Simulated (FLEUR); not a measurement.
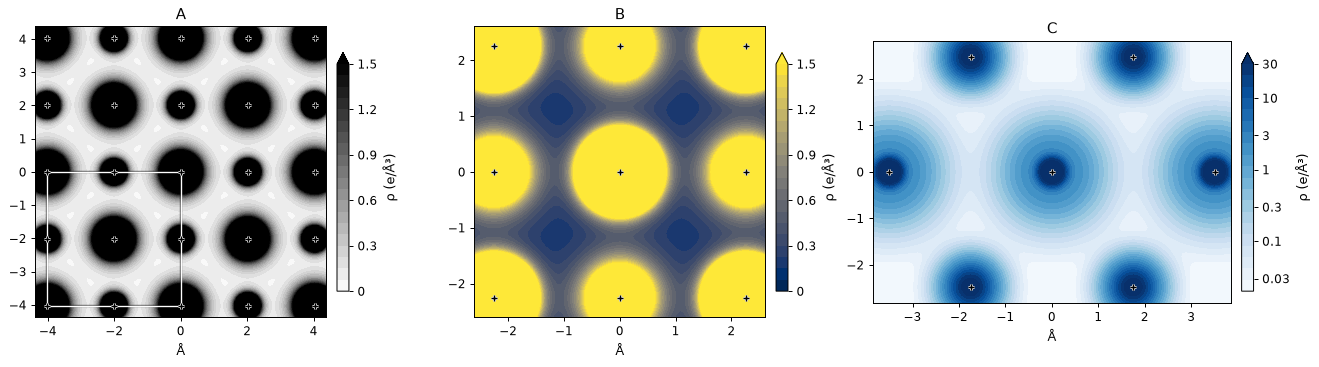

The electron density of 3 systems, each on a plane through atoms (crosses mark nuclei in the plane).

Computed with Kohn-Sham DFT of a periodic cell, PBEsol, all-electron (FLEUR MaX-R8.1 (later development tree)).

System 1: NaCl, the (101) plane of the conventional cell. Space group Pm-3m; a structure from a database of computed crystals, not necessarily the ambient phase.

```yaml
crystal:
  lattice:
    - [3.50219, 0.00000, 0.00000]
    - [0.00000, 3.50219, 0.00000]
    - [0.00000, 0.00000, 3.50219]
  atoms:
    - { symbol: Cl, position: [0.50000, 0.50000, 0.50000] }
    - { symbol: Na, position: [0.00000, 0.00000, 0.00000] }
```

System 2: HfN, the (010) plane of the conventional cell. Space group Fm-3m.

```
CELL_PARAMETERS angstrom
4.51200 0.00000 0.00000
0.00000 4.51200 0.00000
0.00000 0.00000 4.51200
ATOMIC_POSITIONS crystal
Hf 0.00000 0.00000 0.00000
Hf 0.50000 0.50000 0.00000
Hf 0.50000 0.00000 0.50000
Hf 0.00000 0.50000 0.50000
N 0.50000 0.00000 0.00000
N 0.00000 0.50000 0.00000
N 0.00000 0.00000 0.50000
N 0.50000 0.50000 0.50000
```

System 3: LiF, the (010) plane of the conventional cell. Space group Fm-3m.

```yaml
crystal:
  lattice:
    - [4.02800, 0.00000, 0.00000]
    - [0.00000, 4.02800, 0.00000]
    - [0.00000, 0.00000, 4.02800]
  atoms:
    - { symbol: F, position: [0.50000, 0.00000, 0.00000] }
    - { symbol: F, position: [0.00000, 0.50000, 0.00000] }
    - { symbol: F, position: [0.00000, 0.00000, 0.50000] }
    - { symbol: F, position: [0.50000, 0.50000, 0.50000] }
    - { symbol: Li, position: [0.00000, 0.00000, 0.00000] }
    - { symbol: Li, position: [0.50000, 0.50000, 0.00000] }
    - { symbol: Li, position: [0.50000, 0.00000, 0.50000] }
    - { symbol: Li, position: [0.00000, 0.50000, 0.50000] }
```

### Which map belongs to which system?

Panel A is system 3, LiF: the plane holds F and Li. Li–F (2.01 Å): ρ at the midpoint is about 0.27 e/Å³. Panel B is system 2, HfN: the plane holds Hf and N. Hf–N (2.26 Å): ρ is about 0.5 e/Å³ halfway. Panel C is system 1, NaCl: the plane holds Cl and Na. Na–Cl (3.03 Å): the density is about 0.09 e/Å³ at the midpoint.
